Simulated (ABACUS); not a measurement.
**Ge: band-structure run**

The run: band-structure run of Ge (I4₁/amd, 2 atoms in the cell). Method and program: Kohn-Sham DFT of a periodic cell, revPBE, PseudoDojo NC SR 0.4.1 PBE standard, no spin polarisation (ABACUS 3.10.1).

The structure derives from a Materials Project entry. It belongs to a series of runs on one base structure; here: bands on the converged density.

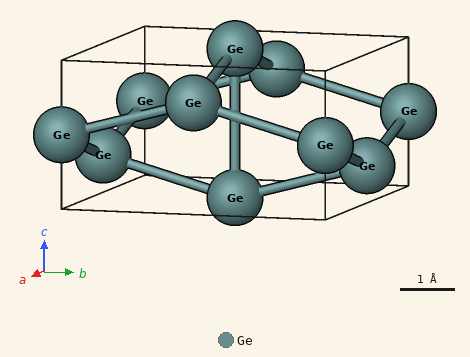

Figure 1. The structure (ball-and-stick view of the cell 2 times as large as that of the calculation, set on its symmetry axes, seen slightly off an axis).

## The input
```
INPUT_PARAMETERS
suffix              Ge
calculation         nscf
basis_type          pw
pseudo_dir          ./
symmetry            -1
dft_functional      revpbe
ecutwfc             79.0
pseudo_rcut         7
nspin               1
nbands              24
ks_solver           dav
smearing_method     fd
smearing_sigma      0.00367493
scf_thr             1e-08
scf_nmax            100
mixing_type         broyden
mixing_beta         0.7
init_chg            file
pw_diag_thr         1e-07
out_band            1
kpar                4
```

## File STRU
```
ATOMIC_SPECIES
Ge 72.6300 Ge.upf

LATTICE_CONSTANT
1.8897261246

LATTICE_VECTORS
-2.5744897190 2.5744897190 1.3974126432
2.5744897190 -2.5744897190 1.3974126432
2.5744897190 2.5744897190 -1.3974126432

ATOMIC_POSITIONS
Cartesian

Ge
0.0
2
0.0000000000 0.0000000000 1.3974126432 1 1 1
2.5744897190 0.0000000000 0.6987063216 1 1 1
```

## File KPT
```
K_POINTS
11
Line
0.00000000 0.00000000 0.00000000 10 // G
0.00000000 0.00000000 0.50000000 10 // X
-0.50000000 0.50000000 0.50000000 10 // M
0.00000000 0.00000000 0.00000000 10 // G
0.32365581 0.32365581 -0.32365581 10 // Z
0.25000000 0.25000000 0.25000000 10 // P
0.00000000 0.50000000 0.00000000 10 // N
-0.32365581 0.67634419 0.32365581 10 // Z1
-0.50000000 0.50000000 0.50000000 1 // M
0.00000000 0.00000000 0.50000000 10 // X
0.25000000 0.25000000 0.25000000 1 // P
```

Machine: 4 threads of Intel Xeon (Granite Rapids), 12 GiB of memory available, shared host.

Launch command:
```bash
OMP_NUM_THREADS=1 mpirun -np 4 abacus > log
```

## Output
```
ABACUS v3.10.1

               Atomic-orbital Based Ab-initio Computation at UStc

 ------------------------------------------------------------------------------------

 READING GENERAL INFORMATION
                           global_out_dir = OUT.Ge/
                           global_in_card = INPUT
                               pseudo_dir = ./
                              orbital_dir =
                                    DSIZE = 4
                                    GSIZE = 1

 READING UNITCELL INFORMATION
                                    ntype = 1
                  lattice constant (Bohr) = 1.88973
              lattice constant (Angstrom) = 1

 READING ATOM TYPE 1
                               atom label = Ge
                      L=0, number of zeta = 1
                      L=1, number of zeta = 1
                      L=2, number of zeta = 1
             number of atom for this type = 2

                        TOTAL ATOM NUMBER = 2
CARTESIAN COORDINATES ( UNIT =       1.889726124600 Bohr ).
    atom                   x                   y                   z     mag                  vx                  vy                  vz
tauc_Ge1            0.0000000000        0.0000000000        1.3974126432  0.0000        0.0000000000        0.0000000000        0.0000000000
tauc_Ge2            2.5744897190        0.0000000000        0.6987063216  0.0000        0.0000000000        0.0000000000        0.0000000000

                          Volume (Bohr^3) = 250.014
                             Volume (A^3) = 37.0481

 Lattice vectors: (Cartesian coordinate: in unit of a_0)
             -2.57449            +2.57449            +1.39741
             +2.57449            -2.57449            +1.39741
             +2.57449            +2.57449            -1.39741
 Reciprocal vectors: (Cartesian coordinate: in unit of 2 pi/a_0)
                   +0           +0.194213           +0.357804
            +0.194213                  +0           +0.357804
            +0.194213           +0.194213                  +0
 The esolver type has been set to : ksdft_pw

                PAO radial cut off (Bohr) = 7

 Read in pseudopotential file is Ge.upf
                     pseudopotential type = NC
          exchange-correlation functional = PBE
                 nonlocal core correction = 1
                        valence electrons = 14
                                     lmax = 2
                           number of zeta = 3
                     number of projectors = 6
                           L of projector = 0
                           L of projector = 0
                           L of projector = 1
                           L of projector = 1
                           L of projector = 2
                           L of projector = 2
 XC functional updated to : revpbe
          exchange-correlation functional = REVPBE
     initial pseudo atomic orbital number = 18

 SETUP THE ELECTRONS NUMBER
            electron number of element Ge = 14
      total electron number of element Ge = 28
            AUTOSET number of electrons:  = 28
                           occupied bands = 14
                                   NBANDS = 24
                                   NLOCAL = 18

%%%%%%%%%%%%%%%%%%%%%%%%%%%%%%%%%%%%%%%%%%%%%%%%%%%%%%%%%%%%%%%%%%%%%%%%%%%%%%%%%%%%%%%%%%%%%%%%%%%%%%%%%%
 Warning: the number of valence electrons in pseudopotential > 4 for Ge: [Ar] 3d10 4s2 4p2
 Pseudopotentials with additional electrons can yield (more) accurate outcomes, but may be less efficient.
 If you're confident that your chosen pseudopotential is appropriate, you can safely ignore this warning.
%%%%%%%%%%%%%%%%%%%%%%%%%%%%%%%%%%%%%%%%%%%%%%%%%%%%%%%%%%%%%%%%%%%%%%%%%%%%%%%%%%%%%%%%%%%%%%%%%%%%%%%%%%

 SETUP THE PLANE WAVE BASIS
 energy cutoff for charge/potential (unit:Ry) = 316
            fft grid for charge/potential = [ 45, 45, 45 ]
                        fft grid division = [ 1, 1, 1 ]
        big fft grid for charge/potential = [ 45, 45, 45 ]
                                     nbxx = 91125
                                     nrxx = 91125

 SETUP PLANE WAVES FOR CHARGE/POTENTIAL
                    number of plane waves = 23671
                         number of sticks = 905

 PARALLEL PW FOR CHARGE/POTENTIAL
     PROC   COLUMNS(POT)             PW
        1            905          23671
 --------------- sum -------------------
        1            905          23671
                            number of |g| = 1389
                                  max |g| = 28.5226
                                  min |g| = 0

----------- Double Check Mixing Parameters Begin ------------
mixing_type: broyden
mixing_beta: 0.7
mixing_gg0: 1
mixing_gg0_min: 0.1
mixing_ndim: 8
----------- Double Check Mixing Parameters End ------------

 SETUP K-POINTS
                                    nspin = 1
                                   nkstot = 92
K-POINTS DIRECT COORDINATES
 KPOINTS    DIRECT_X    DIRECT_Y    DIRECT_Z  WEIGHT
       1  0.00000000  0.00000000  0.00000000  1.0000
       2  0.00000000  0.00000000  0.05000000  1.0000
       3  0.00000000  0.00000000  0.10000000  1.0000
       4  0.00000000  0.00000000  0.15000000  1.0000
       5  0.00000000  0.00000000  0.20000000  1.0000
       6  0.00000000  0.00000000  0.25000000  1.0000
       7  0.00000000  0.00000000  0.30000000  1.0000
       8  0.00000000  0.00000000  0.35000000  1.0000
       9  0.00000000  0.00000000  0.40000000  1.0000
      10  0.00000000  0.00000000  0.45000000  1.0000
      11  0.00000000  0.00000000  0.50000000  1.0000
      12 -0.05000000  0.05000000  0.50000000  1.0000
      13 -0.10000000  0.10000000  0.50000000  1.0000
      14 -0.15000000  0.15000000  0.50000000  1.0000
      15 -0.20000000  0.20000000  0.50000000  1.0000
      16 -0.25000000  0.25000000  0.50000000  1.0000
      17 -0.30000000  0.30000000  0.50000000  1.0000
      18 -0.35000000  0.35000000  0.50000000  1.0000
      19 -0.40000000  0.40000000  0.50000000  1.0000
      20 -0.45000000  0.45000000  0.50000000  1.0000
      21 -0.50000000  0.50000000  0.50000000  1.0000
      22 -0.45000000  0.45000000  0.45000000  1.0000
      23 -0.40000000  0.40000000  0.40000000  1.0000
      24 -0.35000000  0.35000000  0.35000000  1.0000
      25 -0.30000000  0.30000000  0.30000000  1.0000
      26 -0.25000000  0.25000000  0.25000000  1.0000
      27 -0.20000000  0.20000000  0.20000000  1.0000
      28 -0.15000000  0.15000000  0.15000000  1.0000
      29 -0.10000000  0.10000000  0.10000000  1.0000
      30 -0.05000000  0.05000000  0.05000000  1.0000
[... 62 further k points ...]

           k-point number in this process = 23
       minimum distributed K point number = 23

[... K-POINTS CARTESIAN COORDINATES: 23 rows ...]

[... K-POINTS DIRECT COORDINATES: 23 rows ...]

 SETUP PLANE WAVES FOR WAVE FUNCTIONS
     energy cutoff for wavefunc (unit:Ry) = 79
              fft grid for wave functions = [ 45, 45, 45 ]
                    number of plane waves = 3629
                         number of sticks = 261

 PARALLEL PW FOR WAVE FUNCTIONS
     PROC   COLUMNS(POT)             PW
        1            261           3629
 --------------- sum -------------------
        1            261           3629

 SETUP NONLOCAL PSEUDOPOTENTIALS IN PLANE WAVE BASIS
 Ge non-local projectors:
 projector 1 L=0
 projector 2 L=0
 projector 3 L=1
 projector 4 L=1
 projector 5 L=2
 projector 6 L=2
      TOTAL NUMBER OF NONLOCAL PROJECTORS = 36

 Init Non-Local PseudoPotential table :
 Init Non-Local-Pseudopotential done.

                                     npwx = 2993

 Make real space PAO into reciprocal space.
       max mesh points in Pseudopotential = 701
     dq(describe PAO in reciprocal space) = 0.01
                                    max q = 1071

 number of pseudo atomic orbitals for Ge is 3
WARNING: norm of atomic wavefunction # 2 of atomic type Ge is 0.999918, renormalized
WARNING: norm of atomic wavefunction # 3 of atomic type Ge is 0.995229, renormalized

 -------------------------------------------
 NONSELF-CONSISTENT
 -------------------------------------------
                                 init_chg = file
 try to read charge from file
 Read in the charge density: OUT.Ge//Ge-CHARGE-DENSITY.restart

 PW ALGORITHM --------------- ION=   1  ELEC=   1--------------------------------
 k(1/92) Iter steps (avg)=12 threshold=1e-07
 k(2/92) Iter steps (avg)=11 threshold=1e-07
 k(3/92) Iter steps (avg)=12 threshold=1e-07
 k(4/92) Iter steps (avg)=12 threshold=1e-07
 k(5/92) Iter steps (avg)=12 threshold=1e-07
 k(6/92) Iter steps (avg)=13 threshold=1e-07
 k(7/92) Iter steps (avg)=11 threshold=1e-07
 k(8/92) Iter steps (avg)=13 threshold=1e-07
 k(9/92) Iter steps (avg)=11 threshold=1e-07
 k(10/92) Iter steps (avg)=17 threshold=1e-07
 k(11/92) Iter steps (avg)=15 threshold=1e-07
 k(12/92) Iter steps (avg)=16 threshold=1e-07
 k(13/92) Iter steps (avg)=22 threshold=1e-07
 k(14/92) Iter steps (avg)=22 threshold=1e-07
 k(15/92) Iter steps (avg)=20 threshold=1e-07
 k(16/92) Iter steps (avg)=22 threshold=1e-07
 k(17/92) Iter steps (avg)=18 threshold=1e-07
 k(18/92) Iter steps (avg)=12 threshold=1e-07
 k(19/92) Iter steps (avg)=13 threshold=1e-07
 k(20/92) Iter steps (avg)=14 threshold=1e-07
 k(21/92) Iter steps (avg)=24 threshold=1e-07
 k(22/92) Iter steps (avg)=36 threshold=1e-07
 k(23/92) Iter steps (avg)=27 threshold=1e-07
[... levels at 23 k points of this process ...]

 Density error is 0.00000000000
                          Error Threshold = 1.00000000000e-07
----------------------------------------------------------
     Energy           Rydberg                 eV
----------------------------------------------------------
 E_KohnSham     -357.6084528171      -4865.5126112771
 E_KS(sigma->0) -357.6083314381      -4865.5109598300
 E_Harris       -357.6084528171      -4865.5126112771
 E_band         -14.0420877424       -191.0524051120
 E_one_elec     -136.2389938209      -1853.6266057515
 E_Hartree      90.2363981103        1227.7291812970
 E_xc           -87.5227452428       -1190.8080399040
 E_Ewald        -224.0828691056      -3048.8038440245
 E_entropy(-TS) -0.0002427581        -0.0033028941
 E_descf        0.0000000000         0.0000000000
 E_exx          0.0000000000         0.0000000000
 E_Fermi        0.8843869617         12.0327019166
----------------------------------------------------------

 charge density convergence is achieved
 final etot is -4865.5126113 eV
 EFERMI = 12.032701917 eV

 STATE ENERGY(eV) AND OCCUPATIONS    NSPIN == 1
 1/23 kpoint (Cartesian) = 0.0000 0.0000 0.0000 (2979 pws)
       1       -12.4142      0.0217391
       2       -12.3733      0.0217391
       3       -12.3439      0.0217391
       4       -12.3417      0.0217391
       5       -12.2398      0.0217391
       6       -12.2398      0.0217391
       7       -12.2336      0.0217391
       8       -12.2336      0.0217391
       9       -12.1728      0.0217391
      10       -12.1036      0.0217391
      11      -0.801976      0.0217391
      12        8.50458      0.0217391
      13        10.1480      0.0217391
      14        10.1480      0.0217391
      15        15.7064    2.68062e-34
      16        20.1517    6.55443e-73
      17        20.1517    6.55443e-73
      18        20.6897    1.39220e-77
      19        20.9234    1.29991e-79
      20        23.9315        0.00000
      21        24.8952        0.00000
      22        26.1168        0.00000
      23        27.1424        0.00000
      24        27.1424        0.00000

 2/23 kpoint (Cartesian) = 0.0097107 0.0097107 0.0000 (2979 pws)
       1       -12.4129      0.0217391
       2       -12.3735      0.0217391
       3       -12.3427      0.0217391
       4       -12.3425      0.0217391
       5       -12.2403      0.0217391
       6       -12.2390      0.0217391
       7       -12.2332      0.0217391
       8       -12.2331      0.0217391
       9       -12.1736      0.0217391
      10       -12.1050      0.0217391
      11      -0.774312      0.0217391
      12        8.19107      0.0217391
      13        10.1783      0.0217391
      14        10.3945      0.0217391
      15        15.8525    1.44307e-35
      16        19.7200    3.68113e-69
      17        19.9884    1.71876e-71
      18        20.8901    2.52615e-79
      19        20.8943    2.32410e-79
      20        24.1402        0.00000
      21        24.8934        0.00000
      22        25.9272        0.00000
      23        27.2264        0.00000
      24        27.3834        0.00000

 3/23 kpoint (Cartesian) = 0.019421 0.019421 0.0000 (2979 pws)
       1       -12.4090      0.0217391
       2       -12.3743      0.0217391
       3       -12.3448      0.0217391
       4       -12.3391      0.0217391
       5       -12.2420      0.0217391
       6       -12.2371      0.0217391
       7       -12.2322      0.0217391
       8       -12.2316      0.0217391
       9       -12.1760      0.0217391
      10       -12.1091      0.0217391
      11      -0.691329      0.0217391
      12        7.53560      0.0217391
      13        10.2691      0.0217391
      14        10.8576      0.0217391
      15        16.2818    2.68998e-39
      16        18.9831    9.26217e-63
      17        19.5546    1.00737e-67
      18        20.8131    1.18004e-78
      19        21.0057    2.50552e-80
      20        24.7040        0.00000
      21        24.8384        0.00000
      22        25.5787        0.00000
      23        27.4724        0.00000
      24        27.7171        0.00000

 4/23 kpoint (Cartesian) = 0.029132 0.029132 0.0000 (2993 pws)
       1       -12.4027      0.0217391
       2       -12.3753      0.0217391
       3       -12.3484      0.0217391
       4       -12.3334      0.0217391
       5       -12.2449      0.0217391
       6       -12.2341      0.0217391
       7       -12.2307      0.0217391
       8       -12.2292      0.0217391
       9       -12.1799      0.0217391
      10       -12.1158      0.0217391
      11      -0.553058      0.0217391
      12        6.78130      0.0217391
      13        10.4201      0.0217391
      14        11.3214      0.0217391
      15        16.9667    3.02928e-45
      16        18.1764    9.40836e-56
      17        18.9584    1.51804e-62
      18        20.6947    1.25918e-77
      19        20.9577    6.53986e-80
      20        24.7000        0.00000
      21        25.2287        0.00000
      22        25.4887        0.00000
      23        27.8651        0.00000
      24        28.3113        0.00000

 5/23 kpoint (Cartesian) = 0.038843 0.038843 0.0000 (2969 pws)
       1       -12.3939      0.0217391
       2       -12.3765      0.0217391
       3       -12.3527      0.0217391
       4       -12.3256      0.0217391
       5       -12.2491      0.0217391
       6       -12.2305      0.0217391
       7       -12.2290      0.0217391
       8       -12.2258      0.0217391
       9       -12.1851      0.0217391
      10       -12.1245      0.0217391
      11      -0.359565      0.0217391
      12        6.00554      0.0217391
      13        10.6309      0.0217391
      14        11.7505      0.0216625
      15        17.3583    1.20215e-48
      16        17.8640    4.86467e-53
      17        18.2862    1.04670e-56
      18        20.5578    1.94754e-76
      19        20.8223    9.80831e-79
      20        24.5170        0.00000
      21        24.9133        0.00000
      22        26.3856        0.00000
      23        28.3855        0.00000
      24        28.9734        0.00000

 6/23 kpoint (Cartesian) = 0.048553 0.048553 0.0000 (2963 pws)
       1       -12.3831      0.0217391
       2       -12.3777      0.0217391
       3       -12.3573      0.0217391
       4       -12.3161      0.0217391
       5       -12.2548      0.0217391
       6       -12.2276      0.0217391
       7       -12.2267      0.0217391
       8       -12.2216      0.0217391
       9       -12.1915      0.0217391
      10       -12.1347      0.0217391
      11      -0.110973      0.0217391
      12        5.23944      0.0217391
      13        10.9006      0.0217391
      14        12.1579     0.00164373
      15        16.5549    1.14180e-41
      16        17.5902    1.16188e-50
      17        18.9275    2.81773e-62
      18        20.4197    3.08099e-75
      19        20.6549    2.79279e-77
      20        24.3301        0.00000
      21        24.6433        0.00000
      22        27.3369        0.00000
      23        29.0153        0.00000
      24        29.5689        0.00000

[... levels at 17 further k points ...]

 --------------------------------------------
 !FINAL_ETOT_IS -4865.512611277071 eV
 --------------------------------------------

 Output bands in file: OUT.Ge/BANDS_1.dat
```

## Standard output
```
ABACUS v3.10.1

               Atomic-orbital Based Ab-initio Computation at UStc

 dft_functional readin is: revpbe
 dft_functional in pseudopot file is: PBE
 Please make sure this is what you need

%%%%%%%%%%%%%%%%%%%%%%%%%%%%%%%%%%%%%%%%%%%%%%%%%%%%%%%%%%%%%%%%%%%%%%%%%%%%%%%%%%%%%%%%%%%%%%%%%%%%%%%%%
 Warning: the number of valence electrons in pseudopotential > 4 for Ge: [Ar] 3d10 4s2 4p2
 Pseudopotentials with additional electrons can yield (more) accurate outcomes, but may be less efficient.
 If you're confident that your chosen pseudopotential is appropriate, you can safely ignore this warning.
%%%%%%%%%%%%%%%%%%%%%%%%%%%%%%%%%%%%%%%%%%%%%%%%%%%%%%%%%%%%%%%%%%%%%%%%%%%%%%%%%%%%%%%%%%%%%%%%%%%%%%%%%

 UNIFORM GRID DIM        : 45 * 45 * 45
 UNIFORM GRID DIM(BIG)   : 45 * 45 * 45
 ---------------------------------------------------------
 ---------------------------------------------------------
 SPIN    KPOINTS         PROCESSORS  THREADS
 1       92              4           4
 ---------------------------------------------------------
 Use plane wave basis
 ---------------------------------------------------------
 ELEMENT NATOM       XC
 Ge      2
 ---------------------------------------------------------
 Initial plane wave basis and FFT box
 ---------------------------------------------------------
 -------------------------------------------
 NONSELF-CONSISTENT :
 -------------------------------------------
 START CHARGE      : file
 ITER       ETOT/eV          EDIFF/eV         DRHO     TIME/s
 DA1     -4.86551261e+03   0.00000000e+00   0.0000e+00   8.67
```

## Results in brief

```tsv
quantity	value
outcome	converged
space group (tolerance 0.01 Å)	I4₁/amd (141)
electrons treated	28
Fermi energy of the self-consistent step	12.528 eV
wall time	9.1 s (CPU time 36 s)
peak memory	0.4 GiB
```
